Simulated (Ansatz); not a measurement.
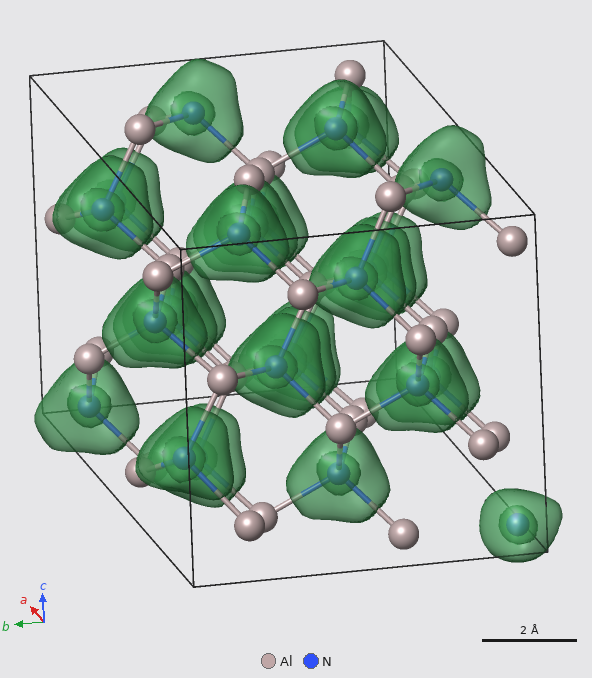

The picture shows: Al$_{24}$N$_{25}$ (cell with a defect). Isosurface of the electron localisation function at 0.7 (green), seen at an oblique angle. Only the valence region is drawn (cores and ρ < 0.01 e/Å³ removed). Sticks mark near contacts.

Spin-polarised.

Method: DFT PBE, scalar-relativistic, plane waves, PAW in Ansatz 0.2.0.

Core electrons are frozen (PAW), and the valence fields are smoothed inside the atomic spheres.

Al$_{24}$N$_{25}$ (cell with a defect), 49 atoms, a = 8.02 Å, b = 8.02 Å, c = 8.02 Å, α = 85.02°, β = 85.02°, γ = 85.02°.

**What do the ELF domains correspond to?**

The surface consists of 25 regions on N in which the atom's valence shell and bonds are merged, counted in one cell of 49 atoms. Any copies at cell faces, edges or corners count once. Profiles from the grid: Al–N (1.87 Å): the ELF peaks at about 0.90 in the valence shell of N, 0.8 Å from its nucleus, and is about 0.85 at the midpoint. Al–N (1.91 Å): the ELF peaks at about 0.90 between the atoms: a polar covalent bond.

**Does the calculation make it a metal, or give it a gap?**

It is gapped, with a Kohn–Sham gap of 1.1 eV on the k-point mesh (the band edges may lie off the mesh, which would make the gap smaller).
